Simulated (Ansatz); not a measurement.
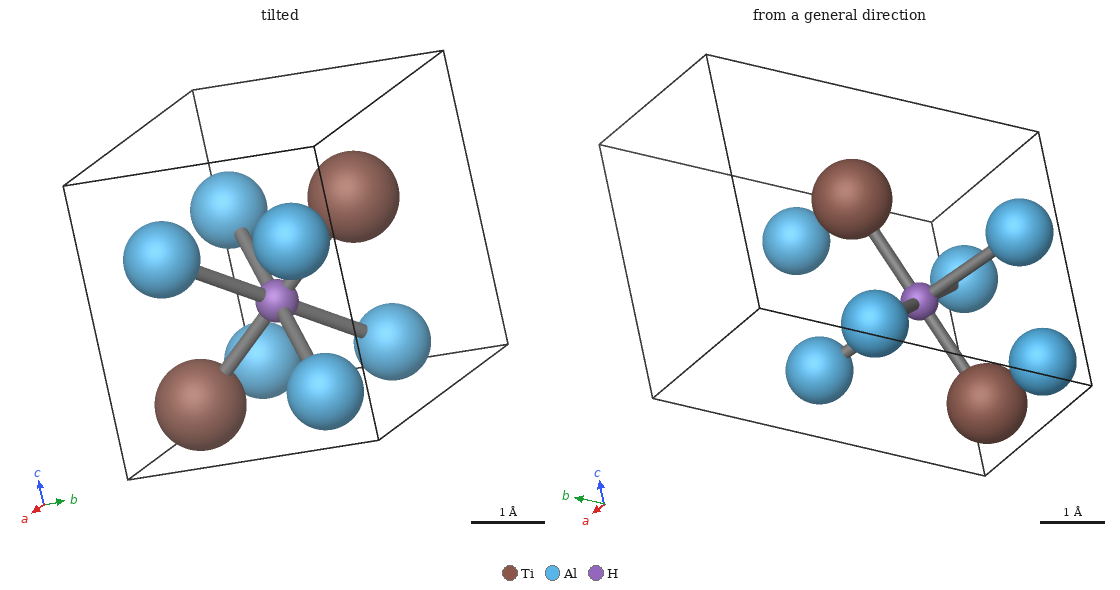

We look at a ball-and-stick model of the crystal slightly off an axis and from a general direction. The supercell is outlined; an atom on or near a face, edge or corner is repeated at each equivalent position. The host is TiAl$_{3}$, in a cell of 8 sites, and the cell is neutral.

**Describe the defect.**

An interstitial hydrogen atom. It is bonded to four Al and two Ti in a distorted octahedral arrangement (about 2.1 Å to Al, 1.9 Å to Ti). Not all metal-metal contacts are counted.

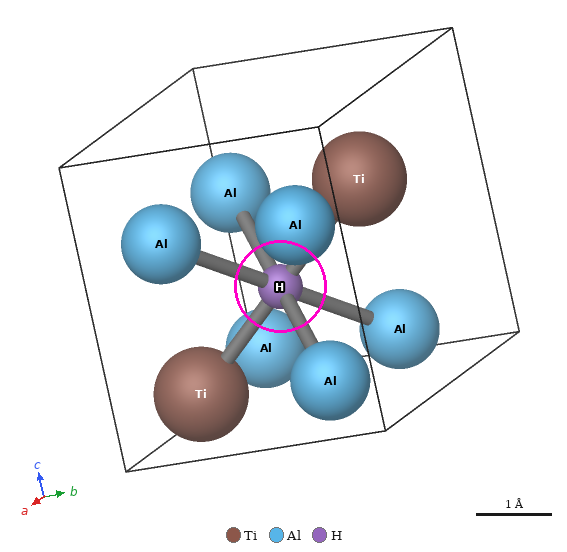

The same cell with a ring at the defect's site.

The atoms were relaxed in the host's cell with DFT PBE, scalar-relativistic, plane waves, PAW in Ansatz.
